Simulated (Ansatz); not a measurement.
## Run report: TiAl, geometry relaxation (part 1 of 2)

TiAl (P4/mmm, 2 atoms in the cell), computed with DFT PBEsol, scalar-relativistic, plane waves, PAW, no spin polarisation (Ansatz 0.2.0).

The structure derives from an entry of the Crystallography Open Database. Figures and captions count atoms from 1; the log counts them from 0 in places.

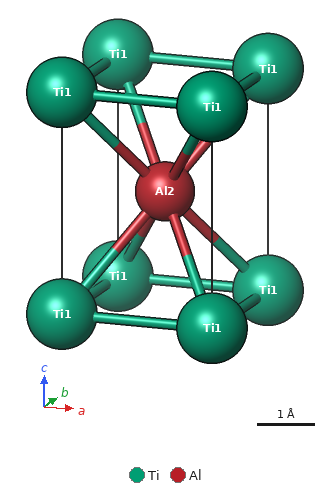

*The starting structure (ball-and-stick view of the cell of the calculation, seen slightly off an axis; atoms are numbered from 1 in the order of the input). An atom can appear more than once, as a periodic image.*

## Key numbers

| quantity | value |
| --- | --- |
| outcome | converged |
| space group (tolerance 0.01 Å) | P4/mmm (123) |
| electrons treated | 15 |
| free energy | −2999.2702 eV |
| Fermi energy | 11.251 eV |
| gap on the k-point mesh | none (metallic) |
| pressure | −0.02 GPa |
| final volume | 31.55 Å³ |
| largest force (length of the vector) at the end | under 0.001 eV/Å |
| final cell | a = 2.795 Å, b = 2.795 Å, c = 4.039 Å, α = 90.00°, β = 90.00°, γ = 90.00° |
| hardware | 2 threads of Intel Xeon @ 2.50GHz (Skylake/Cascade Lake), 192 GiB of memory available, shared host |
| wall time | 22 s (CPU time 41 s) |
| peak memory | 0.46 GiB |

## Input
```yaml
crystal:
  lattice:
    - [2.8373, 0.0, 0.0]
    - [0.0, 2.8373, 0.0]
    - [0.0, 0.0, 4.0591]
  atoms:
    - { symbol: Ti, position: [0.0, 0.0, 0.0] }
    - { symbol: Al, position: [0.5, 0.5, 0.5] }
basis:
  ecutwfc: 420
kpoints:
  mp_grid: { grid: [14, 14, 10] }
hamiltonian:
  xc: pbesol
scf:
  occupations: { method: gaussian, width: 0.1 }
output:
  forces: true
  stress: true
  eigenvalues: true
  write_density: true
  write_potential: true
  elf: true
  volumetric_format: npy
relax:
  adjacent_minimum: "off"
  f_tol: 0.005
  max_steps: 80
  cell: { stress_tol: 0.05 }
```

Command:
```bash
ansatz run input.yaml --threads 2 --pin off --max-ram 5120MiB --backend cpu --events-out ev --progress --plain --runs-dir out
```

## Output
```
Engine: ansatz 0.2.0, x86_64-unknown-linux-gnu
Pseudopotentials: kind: paw
Pseudopotential: Ti, paw, valence charge 12, recommended cutoff 420 eV (normal), Ti.paw.azcp
Pseudopotential: Al, paw, valence charge 3, recommended cutoff 420 eV (normal), Al.paw.azcp
Functional definition: PBEsol
  exchange = pbesol_x
  correlation = pbesol_c
Crystal: 2 atoms, lattice volume = 32.677 Å³
Basis set: ecut = 420 eV, 657 PW (Γ), exchange–correlation on 40×40×60 points (8 copies of the dense FFT grid, shifted against one another)
Bands: 12, of which v1, the nominal top of the filled ones, is band 8 counted from 1 (7 counted from 0)
Symmetry: 16 space group operations
Space group: P4/mmm (ITA 123), of the structure as read, at distance tolerance 3.2e-5 Å
k-points: 216 of 1960
Non-local potential: Ti, projectors of the file, l = 0: 3, l = 1: 2, l = 2: 3, l = 3: 1
Non-local potential: Al, projectors of the file, l = 0: 2, l = 1: 2, l = 2: 1
PAW form: soft (Blöchl's): semilocal exchange-correlation on the pseudo side does not see the compensation charge
PAW frozen core: Ti, regenerated for the run's functional, and the local potential with it (the file was generated under x = pbe(κ = 0.804, μ = 0.2195149727645171), c = pbe(β = 0.06672455060314922))
PAW frozen core: Al, regenerated for the run's functional, and the local potential with it (the file was generated under x = pbe(κ = 0.804, μ = 0.2195149727645171), c = pbe(β = 0.06672455060314922))
PAW one-centre angular grid: Ti, 590 points (default); XC on 64 Gauss nodes
PAW one-centre angular grid: Al, 110 points (default); XC on 64 Gauss nodes
Initial density: superposition of atomic densities (neutral atoms: chi_scale 0, normalization atom), corrected by the library's trained network
Initial wavefunctions: pseudopotential atomic-orbital guess
Functional: x = pbesol(κ = 0.804, μ = 0.12345679012345678), c = pbesol(β = 0.046)
SCF iter   1: F=—  HF=-2999.256647 eV  |F-HF|=—  |Δ(HF+E_count)|=         —  Δρ=4.37e-3  dr2=4.31e-3  ethr=1.77e-3  ⟨swp⟩=5.0  Hψ=13074  notcnv=0
preconditioner: auto → none  [metal: Δε(μ)=0.006 eV  Ē_g=5.265 eV  σ=0.100 eV  W_gap=0.03  n_scr=6 (ndim 8)  ℏωp=17.2 eV  f_vac=0.000  D(μ)=1.78/eV (n_scr^D=20)  sad-step TF]
SCF iter   2: F=—  HF=-2999.255543 eV  |F-HF|=—  |Δ(HF+E_count)|=   1.10e-3  Δρ=2.12e-3  dr2=1.61e-3  ethr=2.87e-5  ⟨swp⟩=1.7  Hψ=4941  notcnv=0
SCF iter   3: F=—  HF=-2999.255185 eV  |F-HF|=—  |Δ(HF+E_count)|=   3.59e-4  Δρ=3.60e-4  dr2=3.91e-5  ethr=1.07e-5  ⟨swp⟩=2.1  Hψ=3383  notcnv=0
SCF iter   4: F=—  HF=-2999.255162 eV  |F-HF|=—  |Δ(HF+E_count)|=   2.30e-5  Δρ=1.21e-4  dr2=4.38e-6  ethr=2.61e-7  ⟨swp⟩=2.1  Hψ=3424  notcnv=0
SCF iter   5: F=—  HF=-2999.255161 eV  |F-HF|=—  |Δ(HF+E_count)|=   3.59e-7  Δρ=4.55e-5  dr2=6.45e-7  ethr=2.92e-8  ⟨swp⟩=1.0  Hψ=2551  notcnv=0
SCF iter   6: F=-2999.255161 eV  HF=-2999.255161 eV  |F-HF|=8.93e-9  |Δ(HF+E_count)|=   6.66e-8  Δρ=9.11e-6  dr2=2.24e-8  ethr=6.67e-10  ⟨swp⟩=7.4  Hψ=11738  notcnv=0
SCF 1 converged in 6 iterations: F = -2999.255161 eV  dr2 = 2.24e-8
  greatest PAW one-centre occupation: 0.999 electrons in one spin orbital (limit 2), on the Ti atom at site 0 (counted from 0), in its partial waves of l = 0
relax step   1: F+E_penalty+E_count = -2999.25516112 eV  Δ(F+E_penalty+E_count) = +0.000e0 eV  max|allowed force component| = 7.396e-32 eV/Å  Δτ_max = 0.0000 Å  P = -3.957 GPa  Ω = 32.677 Å³  (6 SCF iters, dr2 threshold 1.00e-7 eV, accepted)
Crystal: 2 atoms, lattice volume = 30.810 Å³
Basis set: ecut = 420 eV, 617 PW (Γ), exchange–correlation on 40×40×60 points (8 copies of the dense FFT grid, shifted against one another)
Initial density: handed on by an earlier stage of this run
Initial wavefunctions: those handed on with the density
iter 1 solved again at ethr=1.44e-5 eV; its pass at ethr=3.10e-3 eV (dr2=2.16e-3 eV) is discarded
SCF iter   1: F=—  HF=-2999.264712 eV  |F-HF|=—  |Δ(HF+E_count)|=         —  Δρ=2.22e-3  dr2=2.20e-3  ethr=1.44e-5  ⟨swp⟩=1.0  Hψ=16601  notcnv=0
preconditioner: auto → none  [metal: Δε(μ)=0.013 eV  Ē_g=5.532 eV  σ=0.100 eV  W_gap=0.07  n_scr=6 (ndim 8)  ℏωp=17.7 eV  f_vac=0.000  D(μ)=1.62/eV (n_scr^D=14)]
SCF iter   2: F=—  HF=-2999.263773 eV  |F-HF|=—  |Δ(HF+E_count)|=   9.39e-4  Δρ=8.12e-4  dr2=1.27e-4  ethr=1.44e-5  ⟨swp⟩=2.0  Hψ=3343  notcnv=0
SCF iter   3: F=—  HF=-2999.263712 eV  |F-HF|=—  |Δ(HF+E_count)|=   6.12e-5  Δρ=2.43e-4  dr2=1.03e-5  ethr=8.47e-7  ⟨swp⟩=2.2  Hψ=3069  notcnv=0
iter 4 did not close the SCF: its close was put off for the readings that it lacked (scf_convergence_deferred on its scf_iter line)
SCF iter   4: F=-2999.263708 eV  HF=-2999.263708 eV  |F-HF|=3.16e-8  |Δ(HF+E_count)|=   3.33e-6  Δρ=1.93e-5  dr2=5.59e-8  ethr=6.85e-8  ⟨swp⟩=2.0  Hψ=3328  notcnv=0
iter 5 did not close the SCF: its close was put off for the readings that it lacked (scf_convergence_deferred on its scf_iter line)
SCF iter   5: F=-2999.263708 eV  HF=-2999.263708 eV  |F-HF|=1.87e-9  |Δ(HF+E_count)|=   3.97e-8  Δρ=4.45e-6  dr2=4.47e-9  ethr=3.73e-10  ⟨swp⟩=2.6  Hψ=4320  notcnv=0
SCF iter   6: F=-2999.263708 eV  HF=-2999.263708 eV  |F-HF|=4.37e-11  |Δ(HF+E_count)|=  3.56e-10  Δρ=3.64e-7  dr2=4.86e-11  ethr=2.98e-11  ⟨swp⟩=4.1  Hψ=11103  notcnv=0
SCF 2 converged in 6 iterations: F = -2999.263708 eV  dr2 = 4.86e-11
relax step   2: F+E_penalty+E_count = -2999.26370831 eV  Δ(F+E_penalty+E_count) = -8.547e-3 eV  max|allowed force component| = 6.163e-32 eV/Å  Δτ_max = 0.0000 Å  P = +3.019 GPa  Ω = 30.810 Å³  energy of the carried Pulay correction = +4.429e-4 eV  (6 SCF iters, dr2 threshold 2.00e-7 eV, accepted)
Crystal: 2 atoms, lattice volume = 31.587 Å³
iter 1 solved again at ethr=2.41e-6 eV; its pass at ethr=3.10e-3 eV (dr2=3.61e-4 eV) is discarded
SCF iter   1: F=—  HF=-2999.270534 eV  |F-HF|=—  |Δ(HF+E_count)|=         —  Δρ=8.89e-4  dr2=3.66e-4  ethr=2.41e-6  ⟨swp⟩=2.0  Hψ=17030  notcnv=0
preconditioner: auto → none  [metal: Δε(μ)=0.021 eV  Ē_g=5.406 eV  σ=0.100 eV  W_gap=0.12  n_scr=6 (ndim 8)  ℏωp=17.5 eV  f_vac=0.000  D(μ)=1.67/eV (n_scr^D=14)]
SCF iter   2: F=—  HF=-2999.270378 eV  |F-HF|=—  |Δ(HF+E_count)|=   1.56e-4  Δρ=3.49e-4  dr2=2.40e-5  ethr=2.41e-6  ⟨swp⟩=2.0  Hψ=3334  notcnv=0
SCF iter   3: F=—  HF=-2999.270366 eV  |F-HF|=—  |Δ(HF+E_count)|=   1.28e-5  Δρ=9.63e-5  dr2=1.91e-6  ethr=1.60e-7  ⟨swp⟩=2.3  Hψ=3119  notcnv=0
iter 4 did not close the SCF: its close was put off for the readings that it lacked (scf_convergence_deferred on its scf_iter line)
SCF iter   4: F=-2999.270365 eV  HF=-2999.270365 eV  |F-HF|=5.46e-9  |Δ(HF+E_count)|=   6.61e-7  Δρ=8.32e-6  dr2=1.15e-8  ethr=1.27e-8  ⟨swp⟩=2.0  Hψ=3349  notcnv=0
iter 5 did not close the SCF: its close was put off for the readings that it lacked (scf_convergence_deferred on its scf_iter line)
SCF iter   5: F=-2999.270365 eV  HF=-2999.270365 eV  |F-HF|=1.87e-10  |Δ(HF+E_count)|=   6.63e-9  Δρ=1.65e-6  dr2=5.98e-10  ethr=7.68e-11  ⟨swp⟩=2.6  Hψ=4279  notcnv=0
SCF iter   6: F=-2999.270365 eV  HF=-2999.270365 eV  |F-HF|=1.23e-11  |Δ(HF+E_count)|=  3.05e-11  Δρ=1.70e-7  dr2=1.13e-11  ethr=3.99e-12  ⟨swp⟩=3.8  Hψ=10321  notcnv=0
SCF 3 converged in 6 iterations: F = -2999.270365 eV  dr2 = 1.13e-11
relax step   3: F+E_penalty+E_count = -2999.27036499 eV  Δ(F+E_penalty+E_count) = -6.657e-3 eV  max|allowed force component| = 9.861e-31 eV/Å  Δτ_max = 0.0000 Å  P = -0.127 GPa  Ω = 31.587 Å³  energy of the carried Pulay correction = +2.557e-4 eV  (6 SCF iters, dr2 threshold 2.00e-7 eV, accepted)
Crystal: 2 atoms, lattice volume = 31.554 Å³
iter 1 solved again at ethr=1.17e-8 eV; its pass at ethr=3.10e-3 eV (dr2=1.75e-6 eV) is discarded
SCF iter   1: F=—  HF=-2999.270411 eV  |F-HF|=—  |Δ(HF+E_count)|=         —  Δρ=7.81e-5  dr2=2.52e-6  ethr=1.17e-8  ⟨swp⟩=2.1  Hψ=16074  notcnv=0
preconditioner: auto → none  [metal: Δε(μ)=0.020 eV  Ē_g=5.415 eV  σ=0.100 eV  W_gap=0.11  n_scr=6 (ndim 8)  ℏωp=17.5 eV  f_vac=0.000  D(μ)=1.66/eV (n_scr^D=14)]
SCF iter   2: F=—  HF=-2999.270411 eV  |F-HF|=—  |Δ(HF+E_count)|=   1.58e-7  Δρ=2.64e-5  dr2=1.03e-7  ethr=1.17e-8  ⟨swp⟩=2.0  Hψ=3382  notcnv=0
iter 3 did not close the SCF: its close was put off for the readings that it lacked (scf_convergence_deferred on its scf_iter line)
SCF iter   3: F=-2999.270411 eV  HF=-2999.270411 eV  |F-HF|=8.45e-10  |Δ(HF+E_count)|=  4.64e-10  Δρ=1.06e-5  dr2=1.52e-8  ethr=6.88e-10  ⟨swp⟩=1.7  Hψ=3123  notcnv=0
iter 4 did not close the SCF: its close was put off for the readings that it lacked (scf_convergence_deferred on its scf_iter line)
SCF iter   4: F=-2999.270411 eV  HF=-2999.270411 eV  |F-HF|=3.14e-11  |Δ(HF+E_count)|=   3.25e-9  Δρ=6.94e-7  dr2=1.05e-10  ethr=1.01e-10  ⟨swp⟩=2.2  Hψ=3114  notcnv=0
iter 5 did not close the SCF: its close was put off for the readings that it lacked (scf_convergence_deferred on its scf_iter line)
SCF iter   5: F=-2999.270411 eV  HF=-2999.270411 eV  |F-HF|=1.82e-12  |Δ(HF+E_count)|=  8.19e-12  Δρ=1.12e-7  dr2=2.26e-12  ethr=1.00e-12  ⟨swp⟩=2.4  Hψ=3593  notcnv=0
SCF iter   6: F=-2999.270411 eV  HF=-2999.270411 eV  |F-HF|=0.00e0  |Δ(HF+E_count)|=  9.09e-13  Δρ=1.55e-8  dr2=3.86e-14  ethr=1.00e-12  ⟨swp⟩=3.1  Hψ=9293  notcnv=0
SCF 4 converged in 6 iterations: F = -2999.270411 eV  dr2 = 3.86e-14
relax step   4: F+E_penalty+E_count = -2999.27041052 eV  Δ(F+E_penalty+E_count) = -4.553e-5 eV  max|allowed force component| = 1.356e-31 eV/Å  Δτ_max = 0.0000 Å  P = -0.003 GPa  Ω = 31.554 Å³  energy of the carried Pulay correction = +2.634e-4 eV  (6 SCF iters, accepted)
Basis set: ecut = 420 eV, 617 PW (Γ), exchange–correlation on 40×40×54 points (8 copies of the dense FFT grid, shifted against one another)
Initial wavefunctions: pseudopotential atomic-orbital guess (no wavefunctions were taken with the density)
iter 1 solved again at ethr=3.95e-9 eV; its pass at ethr=3.10e-3 eV (dr2=5.92e-7 eV) is discarded
SCF iter   1: F=—  HF=-2999.270163 eV  |F-HF|=—  |Δ(HF+E_count)|=         —  Δρ=2.39e-5  dr2=2.04e-8  ethr=3.95e-9  ⟨swp⟩=3.0  Hψ=20609  notcnv=0
preconditioner: auto → none  [metal: Δε(μ)=0.020 eV  Ē_g=5.414 eV  σ=0.100 eV  W_gap=0.11  n_scr=6 (ndim 8)  ℏωp=17.5 eV  f_vac=0.000  D(μ)=1.66/eV (n_scr^D=14)]
SCF iter   2: F=—  HF=-2999.270202 eV  |F-HF|=—  |Δ(HF+E_count)|=   3.91e-5  Δρ=1.18e-5  dr2=5.10e-9  ethr=1.36e-10  ⟨swp⟩=2.1  Hψ=3442  notcnv=0
SCF iter   3: F=—  HF=-2999.270202 eV  |F-HF|=—  |Δ(HF+E_count)|=   9.52e-9  Δρ=1.45e-6  dr2=1.34e-9  ethr=3.40e-11  ⟨swp⟩=2.0  Hψ=3296  notcnv=0
SCF iter   4: F=—  HF=-2999.270202 eV  |F-HF|=—  |Δ(HF+E_count)|=  3.32e-10  Δρ=6.02e-7  dr2=1.44e-10  ethr=8.90e-12  ⟨swp⟩=2.0  Hψ=3159  notcnv=0
iter 5 did not close the SCF: its close was put off for the readings that it lacked (scf_convergence_deferred on its scf_iter line)
SCF iter   5: F=-2999.270202 eV  HF=-2999.270202 eV  |F-HF|=1.82e-12  |Δ(HF+E_count)|=  1.64e-11  Δρ=1.17e-7  dr2=2.17e-12  ethr=1.00e-12  ⟨swp⟩=2.1  Hψ=3161  notcnv=0
SCF iter   6: F=-2999.270202 eV  HF=-2999.270202 eV  |F-HF|=0.00e0  |Δ(HF+E_count)|=    0.00e0  Δρ=1.05e-8  dr2=1.62e-14  ethr=1.00e-12  ⟨swp⟩=3.0  Hψ=9171  notcnv=0
SCF 5 converged in 6 iterations: F = -2999.270202 eV  dr2 = 1.62e-14
relax step   5: F+E_penalty+E_count = -2999.27020171 eV  Δ(F+E_penalty+E_count) = +2.088e-4 eV  max|allowed force component| = 1.233e-31 eV/Å  Δτ_max = 0.0000 Å  P = -0.016 GPa  Ω = 31.554 Å³  stress off target by 4.15e-2 GPa  SCF on the basis re-selected at this cell (its energy is not comparable with the rows above)  (6 SCF iters)
```

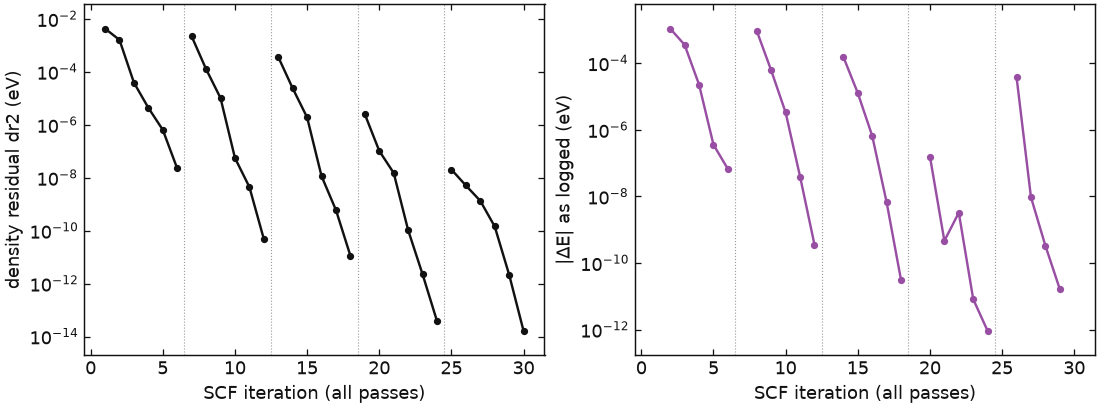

*Convergence of the self-consistent field: density residual dr2 and size of the energy change against the SCF iteration. The dotted lines part the SCF passes of the relaxation: geometry steps, rejected trials and re-solves on a re-selected basis.*

The 5 passes take 6 iterations each, 30 in all.
